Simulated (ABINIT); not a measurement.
## Si: G0W0 calculation (part 2 of 3)

Si (2 atoms in the cell); Kohn-Sham DFT of a periodic cell, PBE, PseudoDojo NC SR PBE v0.4.1 standard, G0W0 (ABINIT 10.8.3); cutoff 489.81 eV, 6×6×6 k-mesh, fixed occupations. The structure derives from a Materials Project entry. The run did not end well. The run did not end well; see the last part.

Geometry of the input (Å; fractional positions):
```
0.0000  2.7219  2.7219
2.7219  0.0000  2.7219
2.7219  2.7219  0.0000
Si 0.5000  0.5000  0.5000
Si 0.7500  0.7500  0.7500
```

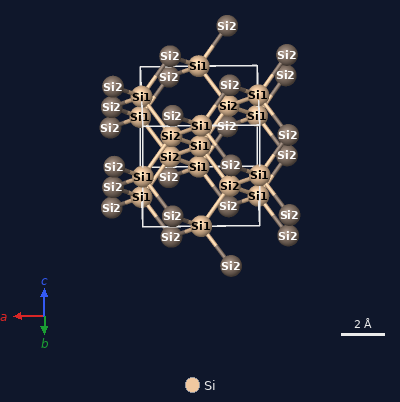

*The input geometry (ball-and-stick view of the cell 4 times as large as that of the calculation, set on its symmetry axes, seen at an oblique angle; neighbours outside the cell are drawn fainter; atoms are numbered from 1 in the order of the input).*

**What the program printed, continued**
```
 Real(R)+Recip(G) space primitive vectors, cartesian coordinates (Bohr,Bohr^-1):
 R(1)=  0.0000000  5.1435533  5.1435533  G(1)= -0.0972091  0.0972091  0.0972091
 R(2)=  5.1435533  0.0000000  5.1435533  G(2)=  0.0972091 -0.0972091  0.0972091
 R(3)=  5.1435533  5.1435533  0.0000000  G(3)=  0.0972091  0.0972091 -0.0972091
 Unit cell volume ucvol=  2.7215714E+02 bohr^3
 Angles (23,13,12)=  6.00000000E+01  6.00000000E+01  6.00000000E+01 degrees

 getcut: wavevector=  0.0000  0.0000  0.0000  ngfft=  30  30  30
         ecut(hartree)=     18.000   => boxcut(ratio)=   2.16184
--------------------------------------------------------------------------------

================================================================================
 Non-SCF case, kpt    1 (  0.00000  0.00000  0.00000), residuals and eigenvalues=
  8.62E-14  1.15E-13  2.68E-13  1.45E-13  2.23E-13  2.59E-13  2.26E-13  3.18E-13
  4.50E-13  2.58E-13  4.18E-13  2.56E-13  3.90E-13  4.33E-13  2.88E-13  2.53E-14
  1.77E-14  1.75E-14  3.52E-13  1.15E-13  1.89E-13  1.43E-13  3.14E-13  3.07E-13
  2.17E-13  1.87E-13  3.67E-13  7.60E-13  1.57E-13  5.04E-13  7.79E-13  1.30E-14
  3.11E-14  1.09E-14  2.22E-13  1.44E-13  1.89E-13  5.12E-14  1.90E-13  3.93E-14
  8.49E-15  1.67E-13  4.34E-13  1.99E-13  1.71E-13  1.48E-13  6.72E-14  2.86E-13
  3.64E-13  5.94E-14  8.51E-13  1.63E-13  9.06E-14  5.43E-14  4.30E-13  5.12E-13
  1.23E-13  2.88E-14  3.21E-14  8.51E-14  7.26E-14  1.73E-13  7.21E-14  6.73E-14
  9.80E-14  7.43E-14  1.34E-13  7.98E-14  9.87E-14  8.33E-14  4.65E-14  1.02E-13
  2.93E-14  5.16E-14  9.04E-14  1.26E-13  1.67E-13  4.43E-13  1.05E-13  1.41E-13
  2.81E-13  1.79E-13  9.16E-14  3.23E-13  2.05E-13  2.14E-13  1.92E-13  4.85E-14
  1.19E-13  1.13E-13  1.25E-13  2.36E-13  1.59E-13  5.00E-13  4.00E-14  7.19E-13
  5.83E-13  9.18E-13  3.24E-13  7.15E-13  3.41E-13  5.26E-13  2.93E-13  7.27E-13
  7.21E-13  5.64E-13  3.85E-13  5.62E-13  9.31E-14  1.22E-13  1.92E-13  3.25E-13
  1.18E-13  9.73E-14  9.74E-14  6.32E-13  1.53E-13  3.09E-13  1.32E-13  6.22E-13
  3.99E-13  8.36E-13  1.46E-13  6.99E-14  5.12E-14  1.12E-13  6.73E-14  5.47E-13
  1.58E-13  8.99E-14  2.89E-13  1.39E-13  1.35E-13  1.15E-13  1.72E-13  1.20E-13
  7.81E-14  6.36E-13  1.84E-13  1.44E-13  3.02E-13  9.63E-13  1.56E-13  2.75E-13
  6.82E-13  8.16E-13  7.91E-14  9.74E-13  3.29E-13  7.73E-13  2.48E-13  1.91E-13
  9.18E-14  3.00E-13  3.96E-13  4.10E-13  6.50E-13  3.13E-13  4.80E-13  9.73E-13
  6.43E-13  2.92E-13  3.14E-13  2.58E-13  1.94E-13  1.70E-13  1.68E-13  5.12E-13
  4.64E-13  3.18E-13  3.05E-13  3.77E-13  1.27E-12  4.76E-12  7.41E-12  1.72E-11
  1.90E-11  9.45E-11  1.13E-10  2.19E-10  1.30E-08  1.95E-08  6.70E-08  1.52E-07
  3.89E-07  2.76E-05
 -2.8010E-01  1.5781E-01  1.5781E-01  1.5781E-01  2.5152E-01  2.5152E-01
  2.5152E-01  2.7759E-01  4.4154E-01  4.4154E-01  4.4935E-01  5.7037E-01
  5.7037E-01  5.7037E-01  7.2233E-01  1.0004E+00  1.0004E+00  1.0004E+00
  1.0386E+00  1.0386E+00  1.0986E+00  1.0986E+00  1.0986E+00  1.2333E+00
  1.2333E+00  1.2333E+00  1.4214E+00  1.4214E+00  1.4214E+00  1.5587E+00
  1.5587E+00  1.5615E+00  1.6362E+00  1.6362E+00  1.7054E+00  1.7054E+00
  1.7054E+00  1.7751E+00  1.7751E+00  1.7751E+00  1.8046E+00  1.8110E+00
  1.8110E+00  1.8110E+00  1.8135E+00  1.8135E+00  1.8135E+00  1.8592E+00
  1.8592E+00  1.8592E+00  2.0090E+00  2.0434E+00  2.0434E+00  2.0434E+00
  2.0542E+00  2.0542E+00  2.0542E+00  2.2435E+00  2.2818E+00  2.5550E+00
  2.5550E+00  2.7031E+00  2.7031E+00  2.7031E+00  2.7088E+00  2.7088E+00
  2.7328E+00  2.7328E+00  2.7328E+00  2.7677E+00  2.7677E+00  2.7677E+00
  2.8216E+00  3.0371E+00  3.0371E+00  3.0371E+00  3.1691E+00  3.1691E+00
  3.2289E+00  3.2289E+00  3.2289E+00  3.2572E+00  3.2572E+00  3.2572E+00
  3.3070E+00  3.3070E+00  3.3070E+00  3.3124E+00  3.3124E+00  3.3473E+00
  3.3977E+00  3.3977E+00  3.3977E+00  3.4637E+00  3.4637E+00  3.4637E+00
  3.5064E+00  3.5064E+00  3.5064E+00  3.5406E+00  3.5406E+00  3.5406E+00
  3.5553E+00  3.5847E+00  3.5847E+00  3.5847E+00  3.5980E+00  3.5980E+00
  3.5981E+00  3.5981E+00  3.5981E+00  3.5984E+00  3.8008E+00  3.8008E+00
  3.8008E+00  3.8216E+00  3.8216E+00  3.9595E+00  4.0828E+00  4.0828E+00
  4.0828E+00  4.1689E+00  4.1689E+00  4.1689E+00  4.1750E+00  4.1750E+00
  4.1750E+00  4.1968E+00  4.1968E+00  4.1968E+00  4.2190E+00  4.2190E+00
  4.2445E+00  4.2914E+00  4.2914E+00  4.2914E+00  4.4475E+00  4.4475E+00
  4.5130E+00  4.5130E+00  4.5130E+00  4.5628E+00  4.5907E+00  4.5907E+00
  4.7150E+00  4.7150E+00  4.7150E+00  4.7229E+00  4.7549E+00  4.7549E+00
  4.7549E+00  4.7664E+00  4.7893E+00  4.7893E+00  4.7893E+00  4.7979E+00
  4.7979E+00  4.7979E+00  4.7988E+00  4.7988E+00  4.7988E+00  4.8411E+00
  4.8411E+00  4.8411E+00  4.8610E+00  4.8610E+00  4.8610E+00  5.1379E+00
  5.1536E+00  5.2498E+00  5.2498E+00  5.2498E+00  5.3347E+00  5.3347E+00
  5.3457E+00  5.3457E+00  5.3457E+00  5.4861E+00  5.4861E+00  5.4861E+00
  5.5992E+00  5.5992E+00  5.7021E+00  5.7021E+00  5.7021E+00  5.8299E+00
 prteigrs : prtvol=0 or 1, do not print more k-points.

--- !ResultsGS
iteration_state: {dtset: 2, }
comment   : Summary of ground state results
lattice_vectors:
- [  0.0000000,   5.1435533,   5.1435533, ]
- [  5.1435533,   0.0000000,   5.1435533, ]
- [  5.1435533,   5.1435533,   0.0000000, ]
lattice_lengths: [   7.27408,    7.27408,    7.27408, ]
lattice_angles: [ 60.000,  60.000,  60.000, ] # degrees, (23, 13, 12)
lattice_volume:   2.7215714E+02
convergence: {deltae:  0.000E+00, res2:  0.000E+00, residm:  9.965E-13, diffor:  0.000E+00, }
etotal    :  -8.46163188E+00
entropy   :   0.00000000E+00
fermie    :   1.57809700E-01
cartesian_stress_tensor: null
pressure_GPa: null
xred      :
- [  5.0000E-01,   5.0000E-01,   5.0000E-01, Si]
- [  7.5000E-01,   7.5000E-01,   7.5000E-01, Si]
cartesian_forces: null
force_length_stats: {min: null, max: null, mean: null, }
...

 Integrated electronic density in atomic spheres:
 ------------------------------------------------
 Atom  Sphere_radius  Integrated_density
    1        2.00000          1.79369567
    2        2.00000          1.76144921
================================================================================

 ----iterations are completed or convergence reached----

 Mean square residual over all n,k,spin=   27.908E-14; max=  99.648E-14
 reduced coordinates (array xred) for    2 atoms
       0.500000000000      0.500000000000      0.500000000000
       0.750000000000      0.750000000000      0.750000000000

 cartesian coordinates (angstrom) at end:
    1      2.72185118469323     2.72185118469323     2.72185118469323
    2      4.08277677703985     4.08277677703985     4.08277677703985
 length scales=  7.274082827800  7.274082827800  7.274082827800 bohr
              =  3.849278860081  3.849278860081  3.849278860081 angstroms
 Eigenvalues (hartree) for nkpt=  16  k points:
 kpt#   1, nband=186, wtk=  0.00463, kpt=  0.0000  0.0000  0.0000 (reduced coord)
  -0.28010    0.15781    0.15781    0.15781    0.25152    0.25152    0.25152    0.27759
   0.44154    0.44154    0.44935    0.57037    0.57037    0.57037    0.72233    1.00039
   1.00039    1.00039    1.03862    1.03862    1.09860    1.09860    1.09860    1.23325
   1.23325    1.23325    1.42142    1.42142    1.42142    1.55868    1.55868    1.56149
   1.63617    1.63617    1.70541    1.70541    1.70541    1.77510    1.77510    1.77510
   1.80459    1.81101    1.81101    1.81101    1.81351    1.81351    1.81351    1.85922
   1.85922    1.85922    2.00900    2.04340    2.04340    2.04340    2.05423    2.05423
   2.05423    2.24345    2.28183    2.55504    2.55504    2.70305    2.70305    2.70305
   2.70881    2.70881    2.73278    2.73278    2.73278    2.76765    2.76765    2.76765
   2.82163    3.03712    3.03712    3.03712    3.16911    3.16911    3.22888    3.22888
   3.22888    3.25723    3.25723    3.25723    3.30702    3.30702    3.30702    3.31237
   3.31237    3.34731    3.39766    3.39766    3.39766    3.46367    3.46367    3.46367
   3.50642    3.50642    3.50642    3.54060    3.54060    3.54060    3.55526    3.58471
   3.58471    3.58471    3.59802    3.59802    3.59807    3.59807    3.59807    3.59841
   3.80085    3.80085    3.80085    3.82163    3.82163    3.95945    4.08281    4.08281
   4.08281    4.16894    4.16894    4.16894    4.17500    4.17500    4.17500    4.19676
   4.19676    4.19676    4.21905    4.21905    4.24453    4.29144    4.29144    4.29144
   4.44752    4.44752    4.51295    4.51295    4.51295    4.56280    4.59070    4.59070
   4.71502    4.71502    4.71502    4.72291    4.75491    4.75491    4.75491    4.76640
   4.78925    4.78925    4.78925    4.79788    4.79788    4.79788    4.79875    4.79875
   4.79875    4.84109    4.84109    4.84109    4.86101    4.86101    4.86101    5.13788
   5.15364    5.24980    5.24980    5.24980    5.33472    5.33472    5.34574    5.34574
   5.34574    5.48607    5.48607    5.48607    5.59922    5.59922    5.70209    5.70209
   5.70209    5.82988
 prteigrs : prtvol=0 or 1, do not print more k-points.

================================================================================
== DATASET  3 ==================================================================

--- !DatasetInfo
iteration_state: {dtset: 3, }
dimensions: {natom: 2, nkpt: 16, mband: 170, nsppol: 1, nspinor: 1, nspden: 1, mpw: 1018, }
cutoff_energies: {ecut:  18.0, pawecutdg:  -1.0, }
electrons: {nelect:   8.00000000E+00, charge:   0.00000000E+00, occopt:   1.00000000E+00, tsmear:   1.00000000E-02, }
meta: {optdriver: 3, gwcalctyp: 0, }
...

 mkfilename : getwfk/=0, take file _WFK from output of DATASET   2.

 Exchange-correlation functional for the present dataset will be:
  GGA: Perdew-Burke-Ernzerhof functional - ixc=11
  J.P.Perdew, K.Burke, M.Ernzerhof, PRL 77, 3865 (1996)

 SCREENING: Calculation of the susceptibility and dielectric matrices

 Based on a program developped by R.W. Godby, V. Olevano, G. Onida, and L. Reining.
 Incorporated in ABINIT by V. Olevano, G.-M. Rignanese, and M. Torrent.

 Real(R)+Recip(G) space primitive vectors, cartesian coordinates (Bohr,Bohr^-1):
 R(1)=  0.0000000  5.1435533  5.1435533  G(1)= -0.0972091  0.0972091  0.0972091
 R(2)=  5.1435533  0.0000000  5.1435533  G(2)=  0.0972091 -0.0972091  0.0972091
 R(3)=  5.1435533  5.1435533  0.0000000  G(3)=  0.0972091  0.0972091 -0.0972091
 Unit cell volume ucvol=  2.7215714E+02 bohr^3
 Angles (23,13,12)=  6.00000000E+01  6.00000000E+01  6.00000000E+01 degrees
--------------------------------------------------------------------------------

 ==== K-mesh for the wavefunctions ====
 Number of points in the irreducible wedge :    16
 Reduced coordinates and weights :

     1)     0.00000000E+00  0.00000000E+00  0.00000000E+00       0.00463
     2)     1.66666667E-01  0.00000000E+00  0.00000000E+00       0.03704
     3)     3.33333333E-01  0.00000000E+00  0.00000000E+00       0.03704
     4)     5.00000000E-01  0.00000000E+00  0.00000000E+00       0.01852
   [... 12 further points ...]

 Together with 48 symmetry operations and time-reversal symmetry
 yields   216 points in the full Brillouin Zone.

 ==== Q-mesh for the screening function ====
 Number of points in the irreducible wedge :    16
 Reduced coordinates and weights :

     1)     0.00000000E+00  0.00000000E+00  0.00000000E+00       0.00463
     2)     1.66666667E-01  0.00000000E+00  0.00000000E+00       0.03704
     3)     3.33333333E-01  0.00000000E+00  0.00000000E+00       0.03704
     4)     5.00000000E-01  0.00000000E+00  0.00000000E+00       0.01852
   [... 12 further points ...]

 Together with 48 symmetry operations and time-reversal symmetry
 yields   216 points in the full Brillouin Zone.

 setmesh: FFT mesh size selected  =    32x   32x   32
          total number of points  =        32768

 vcoul_init : cutoff-mode = AUXILIARY_FUNCTION
 q-points for optical limit:   1
     1)      0.000010    0.000020    0.000030

 Number of electrons calculated from density =    8.0000; Expected =    8.0000
 average of density, n =  0.029395
 r_s =    2.0101
 omega_plasma =   16.5383 [eV]

 calculating chi0 at frequencies [eV] :
  1    0.000000E+00    0.000000E+00
  2    0.000000E+00    1.653829E+01

--------------------------------------------------------------------------------
  q-point number  1        q = ( 0.000000, 0.000000, 0.000000) [r.l.u.]
--------------------------------------------------------------------------------
 For q-point:  0.000010 0.000020 0.000030
  dielectric constant =  15.3681
  dielectric constant without local fields =  16.9500

  Average fulfillment of the sum rule on Im[epsilon] for q-point    1 :     93.14  [%]
--------------------------------------------------------------------------------
  q-point number  2        q = ( 0.166667, 0.000000, 0.000000) [r.l.u.]
--------------------------------------------------------------------------------
  Average fulfillment of the sum rule on Im[epsilon] for q-point    2 :     94.47  [%]

--------------------------------------------------------------------------------
  q-point number  3        q = ( 0.333333, 0.000000, 0.000000) [r.l.u.]
--------------------------------------------------------------------------------
  Average fulfillment of the sum rule on Im[epsilon] for q-point    3 :     94.01  [%]

--------------------------------------------------------------------------------
  q-point number  4        q = ( 0.500000, 0.000000, 0.000000) [r.l.u.]
--------------------------------------------------------------------------------
  Average fulfillment of the sum rule on Im[epsilon] for q-point    4 :     93.83  [%]

--------------------------------------------------------------------------------
  q-point number  5        q = ( 0.166667, 0.166667, 0.000000) [r.l.u.]
--------------------------------------------------------------------------------
  Average fulfillment of the sum rule on Im[epsilon] for q-point    5 :     94.40  [%]

--------------------------------------------------------------------------------
  q-point number  6        q = ( 0.333333, 0.166667, 0.000000) [r.l.u.]
--------------------------------------------------------------------------------
  Average fulfillment of the sum rule on Im[epsilon] for q-point    6 :     94.06  [%]

--------------------------------------------------------------------------------
  q-point number  7        q = ( 0.500000, 0.166667, 0.000000) [r.l.u.]
--------------------------------------------------------------------------------
  Average fulfillment of the sum rule on Im[epsilon] for q-point    7 :     93.84  [%]

--------------------------------------------------------------------------------
  q-point number  8        q = (-0.333333, 0.166667, 0.000000) [r.l.u.]
--------------------------------------------------------------------------------
  Average fulfillment of the sum rule on Im[epsilon] for q-point    8 :     93.88  [%]

--------------------------------------------------------------------------------
  q-point number  9        q = (-0.166667, 0.166667, 0.000000) [r.l.u.]
--------------------------------------------------------------------------------
  Average fulfillment of the sum rule on Im[epsilon] for q-point    9 :     94.17  [%]

--------------------------------------------------------------------------------
  q-point number 10        q = ( 0.333333, 0.333333, 0.000000) [r.l.u.]
--------------------------------------------------------------------------------
  Average fulfillment of the sum rule on Im[epsilon] for q-point   10 :     93.93  [%]

--------------------------------------------------------------------------------
  q-point number 11        q = ( 0.500000, 0.333333, 0.000000) [r.l.u.]
```
